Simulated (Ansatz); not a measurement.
## Mo: geometry relaxation (part 2 of 2)

Continued. System: Mo (P6₃/mmc, 8 atoms in the cell). Method: DFT r2SCAN, scalar-relativistic, plane waves, PAW, no spin polarisation (Ansatz 0.2.0); cutoff 500 eV, 8×12×12 k-mesh, Gaussian smearing of 0.1 eV. The structure derives from a Materials Project entry. It belongs to a series of runs on one base structure; here: 8 of 8 Ru sites taken by Mo, cell and atoms relaxed.

Geometry of the input (Å; fractional positions):
```
0.0000  0.0000  -4.9312
5.4708  -0.0000  0.0000
-2.7354  -4.7379  0.0000
Mo 0.7500  0.8333  0.1667
Mo 0.7500  0.3333  0.1667
Mo 0.7500  0.8333  0.6667
Mo 0.7500  0.3333  0.6667
Mo 0.2500  0.1667  0.3333
Mo 0.2500  0.6667  0.3333
Mo 0.2500  0.1667  0.8333
Mo 0.2500  0.6667  0.8333
```

```
basis re-selected at this cell: Δ(F+E_penalty+E_count) = +6.854e-5 eV, ΔP = -0.000 GPa vs the last step (what re-selecting the basis moved, of the pressure what is left beyond the Pulay correction that the steps carried, after the strain that the cell walked since its last selection, with what the two solves' SCF thresholds leave and, on support functions, any second-order correction that the steps lacked; it is no measure of the basis error at this ecutwfc). This SCF's stress stands 3.04e-2 GPa from its target on what of the cell is left free (relax.cell.stress_tol is 1.50e-1 GPa) and its largest allowed force component is 1.11e-17 eV/Å (relax.f_tol is 1.50e-2 eV/Å): within both
SCF converged after 3 iterations
Free energy (F): -39736.823345 eV
Harris-Foulkes:  -39736.823345 eV  (|F-HF|=1.46e-11)
Internal energy: -39736.776283 eV  (E = F + TS)
E sigma→0 (E₀):  -39736.799814 eV
Entropy (-TS):   -0.047062 eV (-5.883 meV/atom)
Fermi energy:    20.284731 eV
--- Per-component energies (eV) ---
  E_band       = -582.890244
  E_kinetic    = 3520.543094
  E_local      = -6428.740486  (includes V_loc(G=0)·N_el)
  E_nonlocal   = 1142.896721
  E_hartree    = 2125.983570
  E_xc         = -1425.994867
  E_vxc        = -2048.215894  (∫ρ·V_xc dr)
  E_paw        = -25738.771228  (= ΣΔE_a)
  E_vpaw       = -1157.722802  (= ΣTr[D̂ρ^β])
  E_aug_tail   = 0.000023  (compensation charges beyond the density's cutoff)
  E_vtau       = 136.382004  (kinetic-family band-sum trace: ∫τ·v_τ [+ j·A + Jᵃ·Aᵃ] dr)
  E_ewald      = -12930.923481
  E_core_change = -1.769629  (= ΣΔE_core)
  E_smearing   = -0.047062  (= −TS)
  E_closure    = 0.000000  (closes the sum)
  Σ components = -39736.823345   (vs F -39736.823345, Δ=0.00e0)
--- Forces (eV/Å), atoms counted from 1 ---
  atom   1  Mo    -0.00000000    -0.00000000    -0.00000000
  atom   2  Mo    -0.00000000    -0.00000000    -0.00000000
  atom   3  Mo    -0.00000000    -0.00000000    -0.00000000
  atom   4  Mo    -0.00000000    -0.00000000    -0.00000000
  atom   5  Mo     0.00000000     0.00000000     0.00000000
  atom   6  Mo    -0.00000000     0.00000000     0.00000000
  atom   7  Mo     0.00000000     0.00000000     0.00000000
  atom   8  Mo     0.00000000     0.00000000     0.00000000
  max |Σ_I F_I| component: 1.45e-18 eV/Å
--- Stress (GPa, compression-positive) ---
        0.030390      -0.000000      -0.000000
        0.000000       0.030390       0.000000
        0.000000       0.000000       0.005437
  P = ⅓ Tr σ = 0.0221 GPa (0.221 kbar)
--- Band table (eV; the first three rows and the last of 95) ---
  k-point 0: bands = ["-42.5811", "-42.4135", "-42.2843", "-42.2843", "-42.2843", "-42.2304", "-42.2304", "-42.2304", "-16.5288", "-16.5288", "-16.5288", "-16.4149", "-16.3743", "-16.3743", "-16.3743", "-15.8176", "-15.8176", "-15.8176", "-15.4679", "-15.4679", "-15.4679", "-15.4569", "-15.4569", "-15.4569", "-15.3047", "-15.2642", "-15.2642", "-15.2642", "-15.0848", "-15.0848", "-14.9812", "-14.9812", "13.0079", "15.2077", "15.3207", "15.3207", "15.3207", "15.8490", "15.8490", "15.8490", "15.8846", "15.8846", "15.8846", "18.2724", "18.9680", "18.9680", "18.9680", "19.5957", "19.5957", "19.8304", "19.8304", "19.8304", "19.9908", "19.9908", "19.9908", "20.0337", "20.0337", "20.0337", "20.0895", "20.0895", "20.6201", "21.9842", "21.9842", "23.8994", "23.8994", "24.1371", "24.1371", "24.1371"]
  k-point 1: bands = ["-42.5765", "-42.4101", "-42.2905", "-42.2844", "-42.2844", "-42.2325", "-42.2303", "-42.2303", "-16.5155", "-16.5155", "-16.5053", "-16.4071", "-16.3617", "-16.3617", "-16.3523", "-15.8346", "-15.8181", "-15.8181", "-15.4712", "-15.4712", "-15.4674", "-15.4674", "-15.4585", "-15.4509", "-15.3053", "-15.2796", "-15.2796", "-15.2593", "-15.1105", "-15.0917", "-15.0072", "-14.9858", "13.0797", "15.2780", "15.3547", "15.3941", "15.3941", "15.8774", "15.8774", "15.8969", "15.8995", "15.9504", "15.9504", "18.2958", "18.9769", "18.9769", "19.0044", "19.5452", "19.5948", "19.6612", "19.7478", "19.7478", "19.9826", "19.9826", "20.0017", "20.0017", "20.0317", "20.0582", "20.0904", "20.1528", "20.4263", "21.8821", "21.9319", "23.9208", "24.0712", "24.0712", "24.1401", "24.1561"]
  k-point 2: bands = ["-42.5629", "-42.4002", "-42.3079", "-42.2846", "-42.2846", "-42.2396", "-42.2301", "-42.2301", "-16.4768", "-16.4768", "-16.4363", "-16.3840", "-16.3259", "-16.3259", "-16.2875", "-15.8800", "-15.8196", "-15.8196", "-15.5119", "-15.5119", "-15.4659", "-15.4659", "-15.4351", "-15.4333", "-15.3240", "-15.3240", "-15.3071", "-15.2450", "-15.1855", "-15.1117", "-15.0828", "-14.9994", "13.2899", "15.4503", "15.4802", "15.6105", "15.6105", "15.9259", "15.9588", "15.9588", "16.0499", "16.1404", "16.1404", "18.3453", "18.9912", "18.9912", "19.1127", "19.2263", "19.4257", "19.5494", "19.5494", "19.8528", "19.8528", "19.8562", "19.8795", "19.9482", "19.9800", "19.9800", "20.0682", "20.1308", "20.3409", "21.6390", "21.7879", "23.8941", "23.8941", "23.9746", "24.1458", "24.1458"]
  k-point 94: bands = ["-42.3489", "-42.3489", "-42.3489", "-42.3489", "-42.3489", "-42.3489", "-42.2268", "-42.2268", "-16.1734", "-16.1734", "-16.0297", "-16.0297", "-16.0236", "-16.0236", "-16.0236", "-16.0236", "-16.0236", "-16.0236", "-15.5859", "-15.5859", "-15.5859", "-15.5859", "-15.5859", "-15.5859", "-15.4676", "-15.4676", "-15.3038", "-15.3038", "-15.3038", "-15.3038", "-15.3038", "-15.3038", "16.2732", "16.2732", "16.2732", "16.2732", "16.2732", "16.2732", "17.0570", "17.0570", "17.5472", "17.5472", "17.9469", "17.9469", "17.9469", "17.9469", "17.9469", "17.9469", "18.4394", "18.4394", "18.4394", "18.4394", "18.4394", "18.4394", "19.0214", "19.0214", "20.6603", "20.6603", "21.3323", "21.3323", "21.3323", "21.3323", "21.3323", "21.3323", "23.6812", "23.6812", "23.6812", "23.6812"]
--- Relaxed structure (3 steps of the walk, 2 accepted, 1 SCFs on fresh bases) ---
  F+E_penalty+E_count = -39736.82334473 eV   max|allowed force component| = 1.108e-17 eV/Å   (the final SCF, on the basis selected at the relaxed cell)
  cell:  # Å, volume = 127.7081 Å³
    - [-1.5711483490889013e-35, -3.1422966981778025e-35, -4.922580677863157]
    - [5.473277884513604, -7.890276686722562e-11, -3.311833903825048e-34]
    - [-2.7366389423251336, -4.739997689920881, 1.3540082894462153e-34]
  atoms:
    - { symbol: Mo, position: [0.7499999999999998, 0.8333333333333333, 0.1666666666666666] }
    - { symbol: Mo, position: [0.7499999999999998, 0.3333333333333333, 0.16666666666666663] }
    - { symbol: Mo, position: [0.7499999999999998, 0.8333333333333333, 0.6666666666666664] }
    - { symbol: Mo, position: [0.7499999999999998, 0.3333333333333333, 0.6666666666666665] }
    - { symbol: Mo, position: [0.24999999999999994, 0.1666666666666666, 0.3333333333333333] }
    - { symbol: Mo, position: [0.24999999999999994, 0.6666666666666665, 0.3333333333333333] }
    - { symbol: Mo, position: [0.24999999999999994, 0.16666666666666657, 0.8333333333333333] }
    - { symbol: Mo, position: [0.24999999999999994, 0.6666666666666665, 0.8333333333333333] }
```

### Trajectory as extended XYZ (Å, eV, eV/Å), 4 frames, from step=1 to step=4
```
8
Lattice="0.0000 0.0000 -4.9312 5.4708 0.0000 0.0000 -2.7354 -4.7379 0.0000" Properties=species:S:1:pos:R:3:forces:R:3 step=1 energy=-39736.82294 pressure_GPa=-0.11
Mo    4.1031   -0.7896   -3.6984    0.0000   0.0000   0.0000
Mo    1.3677   -0.7896   -3.6984    0.0000   0.0000   0.0000
Mo    2.7354   -3.1586   -3.6984    0.0000   0.0000   0.0000
Mo    0.0000   -3.1586   -3.6984    0.0000   0.0000   0.0000
Mo    0.0000   -1.5793   -1.2328    0.0000   0.0000   0.0000
Mo    2.7354   -1.5793   -1.2328    0.0000   0.0000   0.0000
Mo   -1.3677   -3.9482   -1.2328    0.0000   0.0000   0.0000
Mo    1.3677   -3.9482   -1.2328    0.0000   0.0000   0.0000
8
Lattice="0.0000 0.0000 -4.9076 5.4746 0.0000 0.0000 -2.7373 -4.7412 0.0000" Properties=species:S:1:pos:R:3:forces:R:3 step=2 energy=-39736.82235 pressure_GPa=0.54 accepted=F
Mo    4.1060   -0.7902   -3.6807    0.0000   0.0000   0.0000
Mo    1.3687   -0.7902   -3.6807    0.0000   0.0000   0.0000
Mo    2.7373   -3.1608   -3.6807    0.0000   0.0000   0.0000
Mo    0.0000   -3.1608   -3.6807    0.0000   0.0000   0.0000
Mo    0.0000   -1.5804   -1.2269    0.0000   0.0000   0.0000
Mo    2.7373   -1.5804   -1.2269    0.0000   0.0000   0.0000
Mo   -1.3687   -3.9510   -1.2269    0.0000   0.0000   0.0000
Mo    1.3687   -3.9510   -1.2269    0.0000   0.0000   0.0000
8
Lattice="0.0000 0.0000 -4.9226 5.4733 0.0000 0.0000 -2.7366 -4.7400 0.0000" Properties=species:S:1:pos:R:3:forces:R:3 step=3 energy=-39736.82341 pressure_GPa=0.02
Mo    4.1050   -0.7900   -3.6919    0.0000   0.0000   0.0000
Mo    1.3683   -0.7900   -3.6919    0.0000   0.0000   0.0000
Mo    2.7366   -3.1600   -3.6919    0.0000   0.0000   0.0000
Mo    0.0000   -3.1600   -3.6919    0.0000   0.0000   0.0000
Mo    0.0000   -1.5800   -1.2306    0.0000   0.0000   0.0000
Mo    2.7366   -1.5800   -1.2306    0.0000   0.0000   0.0000
Mo   -1.3683   -3.9500   -1.2306    0.0000   0.0000   0.0000
Mo    1.3683   -3.9500   -1.2306    0.0000   0.0000   0.0000
8
Lattice="0.0000 0.0000 -4.9226 5.4733 0.0000 0.0000 -2.7366 -4.7400 0.0000" Properties=species:S:1:pos:R:3:forces:R:3 step=4 energy=-39736.82334 pressure_GPa=0.02
Mo    4.1050   -0.7900   -3.6919    0.0000   0.0000   0.0000
Mo    1.3683   -0.7900   -3.6919    0.0000   0.0000   0.0000
Mo    2.7366   -3.1600   -3.6919    0.0000   0.0000   0.0000
Mo    0.0000   -3.1600   -3.6919    0.0000   0.0000   0.0000
Mo    0.0000   -1.5800   -1.2306    0.0000   0.0000   0.0000
Mo    2.7366   -1.5800   -1.2306    0.0000   0.0000   0.0000
Mo   -1.3683   -3.9500   -1.2306    0.0000   0.0000   0.0000
Mo    1.3683   -3.9500   -1.2306    0.0000   0.0000   0.0000
```

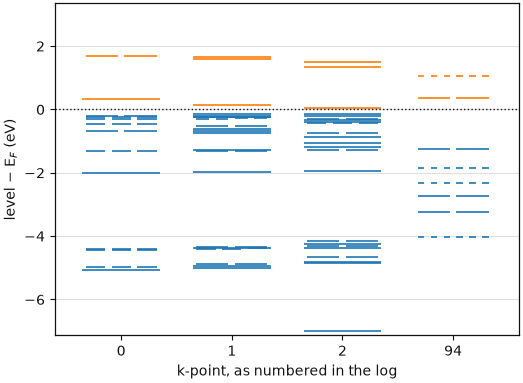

*Kohn–Sham levels near the Fermi level (dotted) at the few k-points that the log prints; levels within 0.02 eV of each other stand side by side.*

The system is metallic on the full mesh.
